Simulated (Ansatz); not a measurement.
Structure data:

```xyz
12
Lattice="4.6333 0.0000 0.0000 -2.3166 4.0126 0.0000 0.0000 0.0000 8.4741" Properties=species:S:1:pos:R:3 pbc="T T T"
Si    2.3166    1.3375    7.9325
Si    2.3166    1.3375    4.7787
Si    0.0000    2.6750    0.5416
Si    0.0000    2.6750    3.6954
O    -0.8137    1.4093    0.0000
O     0.8137    1.4093    4.2370
O     3.0060    0.0000    4.2370
O     1.5030    2.6033    0.0000
O     3.1303    2.6033    4.2370
O     2.3166    1.3375    6.3556
O     0.0000    2.6750    2.1185
O     1.6273    0.0000    0.0000
```

> Before looking at a picture, describe the arrangement of atoms.

It has the composition SiO$_{2}$. The atoms follow space group P6_322 (No. 182); the Bravais lattice is primitive hexagonal. The cell comprises 4 formula units: 4 Si, 8 O. Each Si has four O in a tetrahedral arrangement at 1.58 to 1.60 Å. About every O there are two Si at 1.58 to 1.60 Å. The bonds build a three-dimensional framework.

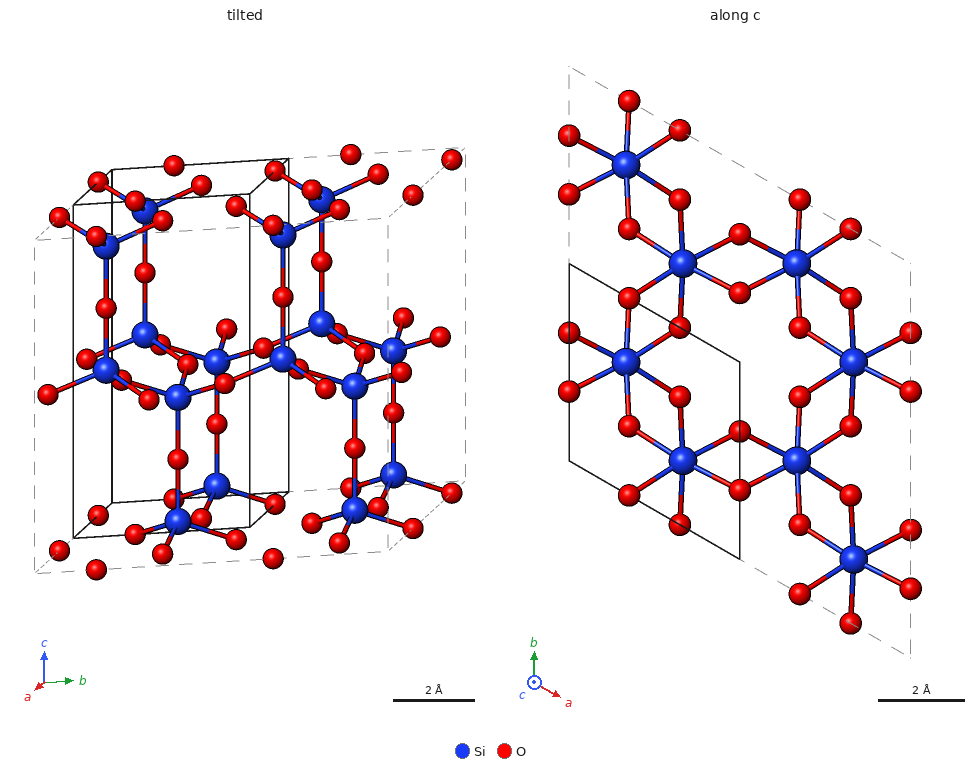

We look at a ball-and-stick model of the crystal slightly off an axis and along the c axis. Shown are 2×2×1 repeats of the conventional unit cell, one of them outlined in solid lines.

It goes back to a structure listed in the Materials Project. It was relaxed with DFT LDA, scalar-relativistic, plane waves, PAW (Ansatz 0.2.0) under a constraint or pressure on the cell, so some stress remains.

At this level of theory the run's own cell isn't at rest (compressed, at 8 GPa), so its distances can differ from those at equilibrium, the more so the softer the solid.
